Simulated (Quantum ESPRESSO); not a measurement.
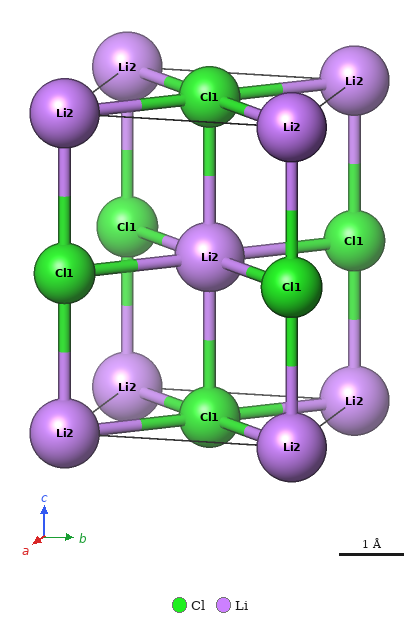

**Figure 1.** The structure as given in the input (ball-and-stick view of the cell 2 times as large as that of the calculation, set on its symmetry axes, seen slightly off an axis; atoms are numbered from 1 in the order of the input). An atom can appear more than once, as a periodic image.

# Geometry relaxation of LiCl

LiCl (2 atoms in the cell), computed with Kohn-Sham DFT of a periodic cell, PBEsol, SSSP 1.3 efficiency PBE, no spin polarisation (Quantum ESPRESSO 7.5).

The structure derives from an entry of the Crystallography Open Database.

Output
```
This program is part of the open-source Quantum ESPRESSO suite
     for quantum simulation of materials; please cite
         "P. Giannozzi et al., J. Phys.:Condens. Matter 21 395502 (2009);
         "P. Giannozzi et al., J. Phys.:Condens. Matter 29 465901 (2017);
         "P. Giannozzi et al., J. Chem. Phys. 152 154105 (2020);
          URL
     in publications or presentations arising from this work. More details at

     IMPORTANT: XC functional enforced from input :
     Exchange-correlation= PBESOL
                           (   1   4  10   8   0   0   0)
     Any further DFT definition will be discarded
     Please, verify this is what you really want

     Message from routine setup:
     using ibrav=0 with symmetry is DISCOURAGED, use correct ibrav instead

     G-vector sticks info
     --------------------
     sticks:   dense  smooth     PW     G-vecs:    dense   smooth      PW
     Sum        1397     703    211                35445    12537    2141

     Using Slab Decomposition

     bravais-lattice index     =            0
     lattice parameter (alat)  =       6.8550  a.u.
     unit-cell volume          =     227.6136 (a.u.)^3
     number of atoms/cell      =            2
     number of atomic types    =            2
     number of electrons       =        10.00
     number of Kohn-Sham states=           10
     kinetic-energy cutoff     =      55.0000  Ry
     charge density cutoff     =     440.0000  Ry
     scf convergence threshold =      4.0E-10
     mixing beta               =       0.5000
     number of iterations used =            8  plain     mixing
     energy convergence thresh.=      1.0E-05
     force convergence thresh. =      4.0E-04
     Exchange-correlation= PBESOL
                           (   1   4  10   8   0   0   0)
     nstep                     =           40

     celldm(1)=   6.854972  celldm(2)=   0.000000  celldm(3)=   0.000000
     celldm(4)=   0.000000  celldm(5)=   0.000000  celldm(6)=   0.000000

     crystal axes: (cart. coord. in units of alat)
               a(1) = (   0.014141   0.707036   0.707036 )
               a(2) = (   0.707036   0.014141   0.707036 )
               a(3) = (   0.721177   0.721177   0.000000 )

     reciprocal axes: (cart. coord. in units 2 pi/alat)
               b(1) = ( -0.721610  0.721610  0.707177 )
               b(2) = (  0.721610 -0.721610  0.707177 )
               b(3) = (  0.693311  0.693311 -0.707177 )

     PseudoPot. # 1 for Cl read from file:
     cl_pbe_v1.4.uspp.F.UPF
     Pseudo is Ultrasoft + core correction, Zval =  7.0
     Generated by new atomic code, or converted to UPF format
     Using radial grid of  909 points,  6 beta functions with:
                l(1) =   0
                l(2) =   0
                l(3) =   1
                l(4) =   1
                l(5) =   2
                l(6) =   2
     Q(r) pseudized with  8 coefficients,  rinner =    1.300   1.300   1.300
                                                       1.300   1.300

     PseudoPot. # 2 for Li read from file:
     li_pbe_v1.4.uspp.F.UPF
     Pseudo is Ultrasoft, Zval =  3.0
     Generated by new atomic code, or converted to UPF format
     Using radial grid of  751 points,  5 beta functions with:
                l(1) =   0
                l(2) =   0
                l(3) =   0
                l(4) =   1
                l(5) =   1
     Q(r) pseudized with 10 coefficients,  rinner =    1.150   1.150   1.150

     atomic species   valence    mass     pseudopotential
     Cl                7.00    35.45000     Cl( 1.00)
     Li                3.00     6.94000     Li( 1.00)

      8 Sym. Ops., with inversion, found

   Cartesian axes

     site n.     atom                  positions (alat units)
         1        Cl     tau(   1) = (   0.7211768   0.7211768   0.7070361  )
         2        Li     tau(   2) = (   0.0000000   0.0000000   0.0000000  )

     number of k points=   125  Fermi-Dirac smearing, width (Ry)=  0.0037

     Number of k-points >= 100: set verbosity='high' to print them.

     Dense  grid:    35445 G-vectors     FFT dimensions: (  45,  45,  48)

     Smooth grid:    12537 G-vectors     FFT dimensions: (  36,  36,  36)

     Initial potential from superposition of free atoms

     starting charge       9.5492, renormalised to      10.0000

     negative rho (up, down):  1.564E-02 0.000E+00
     Starting wfcs are    9 randomized atomic wfcs +    1 random wfcs

     Self-consistent Calculation

     iteration #  1     ecut=    55.00 Ry     beta= 0.50
     Davidson diagonalization with overlap
     ethr =  1.00E-02,  avg # of iterations =  6.9

     Threshold (ethr) on eigenvalues was too large:
     Diagonalizing with lowered threshold

     Davidson diagonalization with overlap
     c_bands:  1 eigenvalues not converged
     ethr =  1.88E-04,  avg # of iterations =  4.4

     negative rho (up, down):  1.492E-02 0.000E+00

     total energy              =     -47.82188548 Ry
     estimated scf accuracy    <       0.02067210 Ry

     iteration #  2     ecut=    55.00 Ry     beta= 0.50
     Davidson diagonalization with overlap
     ethr =  2.07E-04,  avg # of iterations =  1.1

     negative rho (up, down):  1.453E-02 0.000E+00

     total energy              =     -47.82060629 Ry
     estimated scf accuracy    <       0.00332050 Ry

     iteration #  3     ecut=    55.00 Ry     beta= 0.50
     Davidson diagonalization with overlap
     ethr =  3.32E-05,  avg # of iterations =  3.0

     negative rho (up, down):  1.451E-02 0.000E+00

     total energy              =     -47.82095446 Ry
     estimated scf accuracy    <       0.00006603 Ry

     iteration #  4     ecut=    55.00 Ry     beta= 0.50
     Davidson diagonalization with overlap
     c_bands:  1 eigenvalues not converged
     c_bands:  1 eigenvalues not converged
     c_bands:  1 eigenvalues not converged
     c_bands:  1 eigenvalues not converged
     ethr =  6.60E-07,  avg # of iterations =  6.2

     negative rho (up, down):  1.455E-02 0.000E+00

     total energy              =     -47.82101407 Ry
     estimated scf accuracy    <       0.00000678 Ry

     iteration #  5     ecut=    55.00 Ry     beta= 0.50
     Davidson diagonalization with overlap
     ethr =  6.78E-08,  avg # of iterations =  3.1

     negative rho (up, down):  1.454E-02 0.000E+00

     total energy              =     -47.82101409 Ry
     estimated scf accuracy    <       0.00000307 Ry

     iteration #  6     ecut=    55.00 Ry     beta= 0.50
     Davidson diagonalization with overlap
     ethr =  3.07E-08,  avg # of iterations =  1.6

     negative rho (up, down):  1.454E-02 0.000E+00

     total energy              =     -47.82101430 Ry
     estimated scf accuracy    <       0.00000010 Ry

     iteration #  7     ecut=    55.00 Ry     beta= 0.50
     Davidson diagonalization with overlap
     ethr =  9.94E-10,  avg # of iterations =  4.7

     negative rho (up, down):  1.454E-02 0.000E+00

     total energy              =     -47.82101445 Ry
     estimated scf accuracy    <          6.3E-09 Ry

     iteration #  8     ecut=    55.00 Ry     beta= 0.50
     Davidson diagonalization with overlap
     ethr =  6.27E-11,  avg # of iterations =  4.0

     negative rho (up, down):  1.454E-02 0.000E+00

     total energy              =     -47.82101446 Ry
     estimated scf accuracy    <          8.6E-10 Ry

     iteration #  9     ecut=    55.00 Ry     beta= 0.50
     Davidson diagonalization with overlap
     ethr =  8.60E-12,  avg # of iterations =  2.9

     negative rho (up, down):  1.454E-02 0.000E+00

     End of self-consistent calculation

     Number of k-points >= 100: set verbosity='high' to print the bands.

     the Fermi energy is     3.2725 ev

!    total energy              =     -47.82101446 Ry
     estimated scf accuracy    <          8.6E-12 Ry
     smearing contrib. (-TS)   =      -0.00000000 Ry
     internal energy E=F+TS    =     -47.82101446 Ry

     The total energy is F=E-TS. E is the sum of the following terms:
     one-electron contribution =     -10.56080524 Ry
     hartree contribution      =       7.60477219 Ry
     xc contribution           =     -12.70480477 Ry
     ewald contribution        =     -32.16017663 Ry

     convergence has been achieved in   9 iterations

     negative rho (up, down):  1.454E-02 0.000E+00

     Forces acting on atoms (cartesian axes, Ry/au):

     atom    1 type  1   force =     0.00000000    0.00000000    0.00000000
     atom    2 type  2   force =     0.00000000    0.00000000    0.00000000

     Total force =     0.000000     Total SCF correction =     0.000000

     Computing stress (Cartesian axis) and pressure

     negative rho (up, down):  1.454E-02 0.000E+00
          total   stress  (Ry/bohr**3)                   (kbar)     P=      -12.25
  -0.00008156  -0.00006528   0.00000000          -12.00       -9.60        0.00
  -0.00006528  -0.00008156   0.00000000           -9.60      -12.00        0.00
   0.00000000   0.00000000  -0.00008663            0.00        0.00      -12.74

     BFGS Geometry Optimization
     Energy error            =      2.1E-53 Ry
     Gradient error          =      4.6E-27 Ry/Bohr

     bfgs converged in   1 scf cycles and   0 bfgs steps
     (criteria: energy <  1.0E-05 Ry, force <  4.0E-04 Ry/Bohr)

     End of BFGS Geometry Optimization

     Final energy             =     -47.8210144574 Ry
Begin final coordinates

ATOMIC_POSITIONS (bohr)
Cl               4.9436471301        4.9436471301        4.8467128727
Li               0.0000000000        0.0000000000        0.0000000000
End final coordinates

=------------------------------------------------------------------------------=
   JOB DONE.
=------------------------------------------------------------------------------=
```

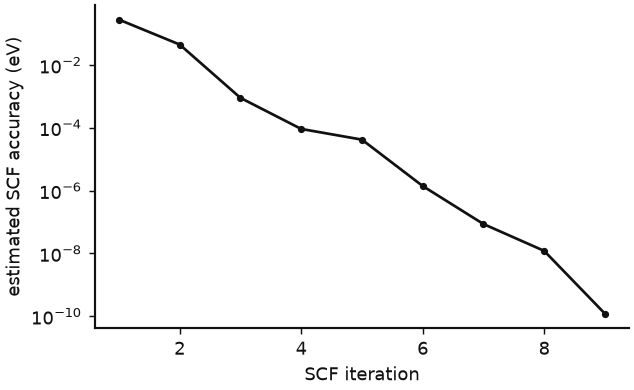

**Figure 2.** Convergence of the self-consistent field: estimated SCF accuracy against the iteration. The field takes 9 iterations in all.

The run was set up as follows.

The input
```
&CONTROL
  calculation = 'relax'
  prefix = 'pwscf'
  outdir = './tmp'
  pseudo_dir = './pseudo'
  tprnfor = .true.
  tstress = .true.
  disk_io = 'low'
  nstep = 40
  forc_conv_thr = 0.0004
  etot_conv_thr = 1d-05
/
&SYSTEM
  ibrav = 0
  nat = 2
  ntyp = 2
  ecutwfc = 55
  ecutrho = 440
  nbnd = 10
  input_dft = 'pbesol'
  occupations = 'smearing'
  smearing = 'fd'
  degauss = 0.00367493
/
&ELECTRONS
  conv_thr = 4d-10
  electron_maxstep = 120
  mixing_beta = 0.5
/
&IONS
  ion_dynamics = 'bfgs'
/
ATOMIC_SPECIES
Cl    35.4500 cl_pbe_v1.4.uspp.F.UPF
Li     6.9400 li_pbe_v1.4.uspp.F.UPF
CELL_PARAMETERS bohr
   0.0969342575    4.8467128727    4.8467128727
   4.8467128727    0.0969342575    4.8467128727
   4.9436471301    4.9436471301    0.0000000000
ATOMIC_POSITIONS bohr
Cl     4.9436471301    4.9436471301    4.8467128727
Li     0.0000000000    0.0000000000    0.0000000000
K_POINTS automatic
9 9 9 0 0 0
```

Launch command:
```bash
OMP_NUM_THREADS=1 pw.x -in pw.in > pw.out
```

Results in brief

- outcome: converged
- space group (tolerance 0.01 Å): Immm (71)
- electrons treated: 10
- free energy: −650.6380 eV
- Fermi energy: 3.272 eV
- gap on the k-point mesh: 5.97 eV
- pressure: −1.22 GPa
- final volume: 33.73 Å³
- largest force (length of the vector): under 0.001 eV/Å
- hardware: 1 thread of Arm Neoverse V1, 24 GiB of memory available, shared host
- wall time: 46 s
- peak memory: 0.2 GiB

Remarks

Further notes kept with the run: potentials made for another functional. Notes on the run: negative rho. Points of doubt noted for this run: potentials made for another functional.
